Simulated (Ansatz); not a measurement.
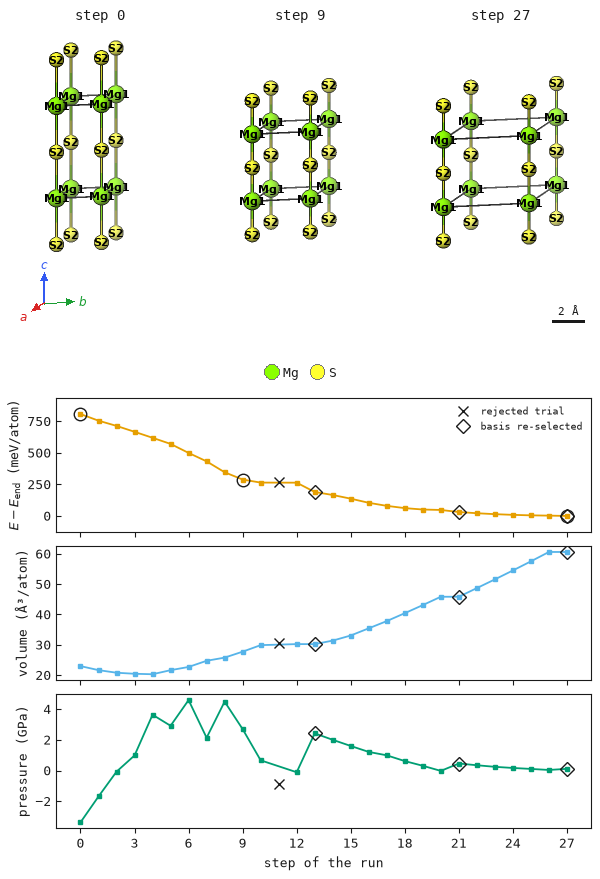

Frames of a relaxation of a crystal of MgS (a generated structure, set up in P6/mmm) (coarse preliminary run), marked on the history of the run. The picture is a ball-and-stick view of the cell of the calculation, seen slightly off an axis.

Computed with Ansatz, DFT PBE, scalar-relativistic, plane waves, PAW. (plane-wave cutoff 420 eV; k-point mesh 6 × 6 × 4; occupations gaussian; smearing width 0.1 eV; no spin polarisation; cell and atoms relaxed; force threshold 0.04 eV/Å; at most 70 steps)

> What happens along the run?

No atom moves by more than 0.005 Å relative to the cell. The drawn cell changes as follows: a = b 2.953 → 5.609 Å (+89.9 %), c 6.085 → 4.450 Å (−26.9 %); the volume changes by +163.7 %. Among the contacts that change: Mg1–S2 3.043 → 2.225 Å. The space group stays P6/mmm (No. 191). The energy falls by 807 meV per atom in 23 accepted moves (27 points after the start). All forces vanish by symmetry, so only the cell relaxes. The pressure goes from −3.38 to 0.11 GPa. The line search rejected the trial step at point 11 of the run. The SCF was repeated 3 times at an unchanged geometry on a basis and grid sized afresh for the cell, which shifted the energy by 73.8 meV per atom at most. The run took 21 s on 1 thread of Intel(R) Xeon(R) 6975P-C (Granite Rapids) (shared host), peak memory 0.4 GiB. From step 0 to 9: volume +20.7 %, energy −519 meV per atom. From step 9 to 27: volume +118.5 %, energy −288 meV per atom.
